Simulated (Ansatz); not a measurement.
ZnSe: geometry relaxation (part 3 of 3)

The same run, continued: ZnSe (P1, 32 atoms in the cell); DFT PBEsol, scalar-relativistic, plane waves, PAW, no spin polarisation (Ansatz 0.2.0); cutoff 420 eV, 2×2×2 k-mesh, Gaussian smearing of 0.02 eV. The structure derives from a Materials Project entry. It belongs to a series of runs on one base structure; here: the perfect supercell shaken and relaxed.

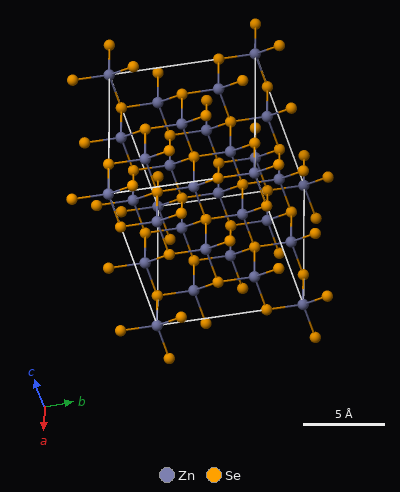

Figure 1. The geometry at step 3 of the log (ball-and-stick view of the cell of the calculation, seen at an oblique angle; bonded neighbours outside the cell are drawn too).

Trajectory as extended XYZ (Å, eV, eV/Å), 4 frames, from step=1 to step=4:
```
32
Lattice="5.6332 -5.6332 -5.6332 -5.6332 -5.6332 5.6332 -5.6332 5.6332 -5.6332" Properties=species:S:1:pos:R:3:forces:R:3 step=1 energy=-139302.74495
Zn   -2.8234   -0.0528   -2.7791   -0.0052   0.2299  -0.5392
Zn   -2.7935   -2.8715   -0.0266    0.1756   0.4650   0.3210
Zn   -2.9055   -5.6558    2.8220    0.7149   0.4860   0.2348
Zn   -5.6155    2.7970   -2.8458    0.4679   0.1257   0.2371
Zn   -2.7743    2.8374   -5.6365   -0.1113  -0.0100   0.2719
Zn   -5.6333    0.0074    0.0382    0.3104  -0.0220  -0.0685
Zn   -5.7027   -2.7791    2.7982    0.8361   0.1915   0.1921
Zn    2.8270   -5.6389   -2.8382    0.1299   0.0527  -0.0932
Zn   -5.6164   -5.6340   -5.6451   -0.2121   0.1564  -0.3006
Zn   -2.8000   -2.8137   -5.6812   -0.1768  -0.1805   0.3520
Zn   -2.7531   -5.6229   -2.7775   -0.6257   0.0710  -0.0988
Zn    0.0646   -2.7665   -2.8198   -0.3518  -0.3161   0.2136
Zn    2.8659   -2.7721   -5.6272    0.0622  -0.1980   0.0823
Zn    0.0380   -5.6616   -0.0604   -0.3196   0.2146   0.4157
Zn   -5.5663   -2.8454   -2.8029   -0.5720   0.1801  -0.2150
Zn    0.0236    0.0289   -5.6820   -0.2925  -0.1399   0.2920
Se   -4.1025    1.3988   -1.3857   -0.9009   0.2659   0.0212
Se   -4.1738   -1.4409    1.4215   -0.3032   0.1165  -0.1526
Se   -4.2633   -4.2048    4.2107    0.1099   0.0961  -0.0219
Se   -1.4137   -1.4470   -7.0695    0.3745   0.3745   0.1892
Se   -4.2574    4.3290   -4.2409    0.5808  -0.7434   0.3524
Se   -1.4235   -4.2565   -4.1868    0.3513   0.6564  -0.2538
Se   -1.3972   -7.0296   -1.4387   -0.0635   0.0816   0.4126
Se    1.4409   -4.2723   -1.3891    0.1358   0.5660  -0.2088
Se    4.2666   -4.2389   -4.2653   -0.1701   0.2635   0.4533
Se   -4.2670   -1.4151   -4.2318    0.5017   0.0093  -0.0829
Se   -4.2215   -4.1629   -1.3783    0.2072  -0.7074  -0.2629
Se   -1.4421   -1.3784   -1.4062    0.5631  -0.5239   0.0411
Se    1.4542   -1.3937   -4.2145   -0.3847  -0.1173  -0.5559
Se   -1.3743   -4.1662    1.4094   -0.1830  -0.8953  -0.1362
Se   -7.0128   -1.3908   -1.4077   -0.0649   0.0082  -0.1955
Se   -1.3441    1.4489   -4.1403   -0.7841  -0.7569  -0.8965
32
Lattice="5.6332 -5.6332 -5.6332 -5.6332 -5.6332 5.6332 -5.6332 5.6332 -5.6332" Properties=species:S:1:pos:R:3:forces:R:3 step=2 energy=-139303.22159
Zn   -2.8183   -0.0228   -2.7567    0.0064   0.1252  -0.1944
Zn   -2.7908   -2.8541    0.0030    0.0373   0.2508   0.1161
Zn   -2.8740   -5.6413    2.8201    0.2972   0.1705   0.0913
Zn   -5.6463    2.7949   -2.8502    0.1328   0.1310   0.1145
Zn   -2.7730    2.8455   -5.6412   -0.0622   0.0006   0.0845
Zn   -5.6370    0.0070    0.0150    0.1233  -0.0186  -0.0570
Zn   -5.6930   -2.8163    2.7818    0.3690   0.0752   0.1523
Zn    2.8197   -5.6349   -2.8284    0.0790  -0.0114   0.0380
Zn   -5.6029   -5.6366   -5.6060   -0.1093   0.0788  -0.1324
Zn   -2.7952   -2.8003   -5.6653   -0.0970  -0.0519   0.1460
Zn   -2.7491   -5.6187   -2.8233   -0.2891   0.0225  -0.0121
Zn    0.0475   -2.7825   -2.8217   -0.1094  -0.1265   0.0829
Zn    2.8471   -2.8132   -5.6335    0.0290  -0.0611   0.0011
Zn    0.0489   -5.6366   -0.0360   -0.1305   0.0441   0.1473
Zn   -5.5681   -2.8228   -2.8111   -0.2280   0.1116  -0.0601
Zn    0.0192    0.0297   -5.6575   -0.0498  -0.0701   0.1555
Se   -4.2137    1.4276   -1.4042   -0.0805  -0.0275   0.0619
Se   -4.2129   -1.4163    1.4141   -0.0390  -0.0376  -0.0932
Se   -4.2407   -4.2067    4.2260   -0.0100   0.0511  -0.0520
Se   -1.3849   -1.4054   -7.0384    0.0344   0.0748  -0.1598
Se   -4.2151    4.2461   -4.2180    0.1991  -0.1691   0.0932
Se   -1.3894   -4.2026   -4.2233    0.0499   0.1243  -0.0262
Se   -1.3956   -7.0291   -1.4174    0.0389  -0.0339   0.1276
Se    1.4454   -4.2180   -1.4000   -0.0220   0.1379  -0.1186
Se    4.2541   -4.2197   -4.2134   -0.0473   0.0334   0.0063
Se   -4.2093   -1.3920   -4.2247    0.1234  -0.0830  -0.0493
Se   -4.1954   -4.2065   -1.3997    0.0632  -0.2244  -0.1398
Se   -1.3937   -1.4063   -1.3970    0.1308  -0.0982   0.0912
Se    1.4388   -1.4024   -4.2375   -0.1872   0.0114  -0.1765
Se   -1.3924   -4.2451    1.4046   -0.0735  -0.1835  -0.0232
Se   -7.0193   -1.3896   -1.4303    0.0039  -0.0247   0.0036
Se   -1.4069    1.4048   -4.2064   -0.1828  -0.2219  -0.2185
32
Lattice="5.6332 -5.6332 -5.6332 -5.6332 -5.6332 5.6332 -5.6332 5.6332 -5.6332" Properties=species:S:1:pos:R:3:forces:R:3 step=3 energy=-139303.30305
Zn   -2.8017    0.0023   -2.8113    0.0020   0.0036  -0.0115
Zn   -2.7980   -2.8128    0.0001   -0.0027   0.0001  -0.0030
Zn   -2.8048   -5.6287    2.8179    0.0078  -0.0002  -0.0042
Zn   -5.6185    2.8203   -2.8217    0.0055   0.0024   0.0067
Zn   -2.7971    2.8236   -5.6356   -0.0053  -0.0055   0.0005
Zn   -5.6160    0.0063   -0.0001   -0.0018   0.0001  -0.0023
Zn   -5.6216   -2.8139    2.8104    0.0081   0.0069   0.0103
Zn    2.8303   -5.6294   -2.8175    0.0045   0.0029  -0.0019
Zn   -5.6139   -5.6268   -5.6309   -0.0040  -0.0009  -0.0055
Zn   -2.7985   -2.8101   -5.6375   -0.0015  -0.0017   0.0028
Zn   -2.7986   -5.6277   -2.8168   -0.0012  -0.0007  -0.0007
Zn    0.0162   -2.8097   -2.8194    0.0006  -0.0015   0.0011
Zn    2.8360   -2.8116   -5.6352   -0.0051   0.0036   0.0006
Zn    0.0203   -5.6268   -0.0016   -0.0049  -0.0037  -0.0004
Zn   -5.6160   -2.8106   -2.8195   -0.0013  -0.0016   0.0016
Zn    0.0171    0.0069   -5.6358   -0.0012  -0.0030  -0.0003
Se   -4.2093    1.4153   -1.4090    0.0010  -0.0011  -0.0004
Se   -4.2091   -1.4048    1.4063   -0.0009   0.0004   0.0013
Se   -4.2107   -4.2174    4.2232    0.0020  -0.0024   0.0012
Se   -1.3904   -1.4023   -7.0451   -0.0011  -0.0013   0.0007
Se   -4.2062    4.2295   -4.2254   -0.0011   0.0008  -0.0008
Se   -1.3923   -4.2184   -4.2265    0.0002  -0.0036  -0.0009
Se   -1.3896   -7.0357   -1.4095    0.0012  -0.0012  -0.0024
Se    1.4254   -4.2174   -1.4105   -0.0002   0.0001   0.0010
Se    4.2408   -4.2202   -4.2249    0.0006  -0.0018   0.0004
Se   -4.2064   -1.4034   -4.2267   -0.0005   0.0018   0.0021
Se   -4.2076   -4.2186   -1.4104   -0.0015   0.0025   0.0025
Se   -1.3894   -1.4033   -1.4064    0.0000   0.0010  -0.0002
Se    1.4248   -1.4029   -4.2283    0.0012  -0.0013   0.0025
Se   -1.3926   -4.2237    1.4076   -0.0010   0.0037  -0.0007
Se   -7.0237   -1.4018   -1.4105   -0.0004   0.0011   0.0019
Se   -1.3954    1.4097   -4.2263    0.0009   0.0004  -0.0022
32
Lattice="5.6332 -5.6332 -5.6332 -5.6332 -5.6332 5.6332 -5.6332 5.6332 -5.6332" Properties=species:S:1:pos:R:3:forces:R:3 step=4 energy=-139303.30305
Zn   -2.8017    0.0023   -2.8113    0.0019   0.0036  -0.0114
Zn   -2.7980   -2.8128    0.0001   -0.0027   0.0001  -0.0031
Zn   -2.8048   -5.6287    2.8179    0.0077  -0.0002  -0.0042
Zn   -5.6185    2.8203   -2.8217    0.0053   0.0024   0.0067
Zn   -2.7971    2.8236   -5.6356   -0.0053  -0.0054   0.0004
Zn   -5.6160    0.0063   -0.0001   -0.0018   0.0001  -0.0023
Zn   -5.6216   -2.8139    2.8104    0.0079   0.0070   0.0103
Zn    2.8303   -5.6294   -2.8175    0.0045   0.0029  -0.0019
Zn   -5.6139   -5.6268   -5.6309   -0.0041  -0.0009  -0.0055
Zn   -2.7985   -2.8101   -5.6375   -0.0015  -0.0017   0.0028
Zn   -2.7986   -5.6277   -2.8168   -0.0011  -0.0007  -0.0006
Zn    0.0162   -2.8097   -2.8194    0.0007  -0.0014   0.0011
Zn    2.8360   -2.8116   -5.6352   -0.0051   0.0036   0.0006
Zn    0.0203   -5.6268   -0.0016   -0.0048  -0.0037  -0.0004
Zn   -5.6160   -2.8106   -2.8195   -0.0012  -0.0017   0.0016
Zn    0.0171    0.0069   -5.6358   -0.0011  -0.0030  -0.0003
Se   -4.2093    1.4153   -1.4090    0.0010  -0.0011  -0.0004
Se   -4.2091   -1.4048    1.4063   -0.0009   0.0005   0.0013
Se   -4.2107   -4.2174    4.2232    0.0020  -0.0024   0.0013
Se   -1.3904   -1.4023   -7.0451   -0.0011  -0.0013   0.0006
Se   -4.2062    4.2295   -4.2254   -0.0011   0.0008  -0.0008
Se   -1.3923   -4.2184   -4.2265    0.0002  -0.0037  -0.0009
Se   -1.3896   -7.0357   -1.4095    0.0012  -0.0012  -0.0024
Se    1.4254   -4.2174   -1.4105   -0.0002   0.0001   0.0010
Se    4.2408   -4.2202   -4.2249    0.0005  -0.0019   0.0004
Se   -4.2064   -1.4034   -4.2267   -0.0005   0.0018   0.0021
Se   -4.2076   -4.2186   -1.4104   -0.0015   0.0025   0.0025
Se   -1.3894   -1.4033   -1.4064    0.0000   0.0010  -0.0001
Se    1.4248   -1.4029   -4.2283    0.0012  -0.0013   0.0025
Se   -1.3926   -4.2237    1.4076   -0.0009   0.0038  -0.0007
Se   -7.0237   -1.4018   -1.4105   -0.0004   0.0011   0.0020
Se   -1.3954    1.4097   -4.2263    0.0009   0.0004  -0.0023
```

The run was set up as follows.

Input:
```yaml
crystal:
  lattice:
    - [5.6332473178, -5.6332473178, -5.6332473178]
    - [-5.6332473178, -5.6332473178, 5.6332473178]
    - [-5.6332473178, 5.6332473178, -5.6332473178]
  atoms:
    - { symbol: Zn, position: [0.2513562859, 0.2552853228, 0.4972735002] }
    - { symbol: Zn, position: [0.2572350559, 0.5028217282, 0.2503117727] }
    - { symbol: Zn, position: [0.2515237892, 0.7598893138, 0.0074173837] }
    - { symbol: Zn, position: [0.0043367574, 0.2501705933, 0.7510171005] }
    - { symbol: Zn, position: [0.2484415481, -0.005601853, 0.7465361936] }
    - { symbol: Zn, position: [-0.0040491372, 0.4993513139, 0.4966147622] }
    - { symbol: Zn, position: [-0.0017022282, 0.7528272179, 0.2577927031] }
    - { symbol: Zn, position: [0.75241543, 0.2495836145, 0.0009894523] }
    - { symbol: Zn, position: [1.0011252002, 0.9985774845, 0.99956153] }
    - { symbol: Zn, position: [0.7539984382, 0.4982606396, 0.75278123] }
    - { symbol: Zn, position: [0.7456070887, 0.7434475312, 0.4908896169] }
    - { symbol: Zn, position: [0.4958320637, 0.2398159525, 0.2445482395] }
    - { symbol: Zn, position: [0.7455114156, -0.0083246821, 0.2450848393] }
    - { symbol: Zn, position: [0.5078743029, 0.4991431559, 0.0019825102] }
    - { symbol: Zn, position: [0.5013311883, 0.7466117784, 0.7428376282] }
    - { symbol: Zn, position: [0.5017597602, -0.0046620156, 0.5022348838] }
    - { symbol: Se, position: [-0.0011597559, 0.2399749436, 0.4871241784] }
    - { symbol: Se, position: [0.0017198535, 0.4983545325, 0.2442920498] }
    - { symbol: Se, position: [-0.0005217259, 0.7516205841, 0.0046765007] }
    - { symbol: Se, position: [0.7559148127, 0.25391549, 0.7529600846] }
    - { symbol: Se, position: [-0.0078222783, -0.0063583013, 0.7542955861] }
    - { symbol: Se, position: [0.7494183726, 0.504150438, 0.4979629494] }
    - { symbol: Se, position: [0.7516355567, 0.7479576867, 0.2517079161] }
    - { symbol: Se, position: [0.5024970606, 0.2513133449, -0.0045983284] }
    - { symbol: Se, position: [0.754824728, -0.0024535632, -0.0001134946] }
    - { symbol: Se, position: [0.5012097312, 0.5043349638, 0.7543396142] }
    - { symbol: Se, position: [0.4918365832, 0.7441918788, 0.4970361559] }
    - { symbol: Se, position: [0.2471531293, 0.2503424614, 0.252811552] }
    - { symbol: Se, position: [0.4977747149, -0.0053705823, 0.2449984911] }
    - { symbol: Se, position: [0.2446860291, 0.4917617186, -0.0031182914] }
    - { symbol: Se, position: [0.248395197, 0.7458970959, 0.7473944892] }
    - { symbol: Se, position: [0.2388861682, -0.0092967349, 0.486789884] }
basis:
  ecutwfc: 420
  xc_grid: 2
kpoints:
  mp_grid: { grid: [2, 2, 2], shift: [0.5, 0.5, 0.5] }
hamiltonian:
  xc: pbesol
scf:
  occupations: { method: gaussian, width: 0.02 }
output:
  forces: true
  stress: false
  eigenvalues: true
relax:
  adjacent_minimum: "off"
  f_tol: 0.03
  max_steps: 25
```

Command:
```bash
ansatz run input.yaml --threads 8 --pin off --max-ram 16384MiB --backend cpu --events-out ev --progress --plain --runs-dir out
```

Key numbers:

| quantity | value |
| --- | --- |
| outcome | converged |
| space group (tolerance 0.01 Å) | P1 (1) → Cm (8) |
| electrons treated | 448 |
| free energy | −139303.3031 eV |
| Fermi energy | 8.027 eV |
| gap on the k-point mesh | 3.15 eV |
| final volume | 715.05 Å³ |
| largest force (length of the vector) at the end | 0.015 eV/Å |
| final cell | a = 9.757 Å, b = 9.757 Å, c = 9.757 Å, α = 109.47°, β = 109.47°, γ = 109.47° |
| hardware | 8 threads of AMD EPYC (Zen 3), 24 GiB of memory available, shared host |
| wall time | 59 s (CPU time 7.5 min) |
| peak memory | 3.8 GiB |
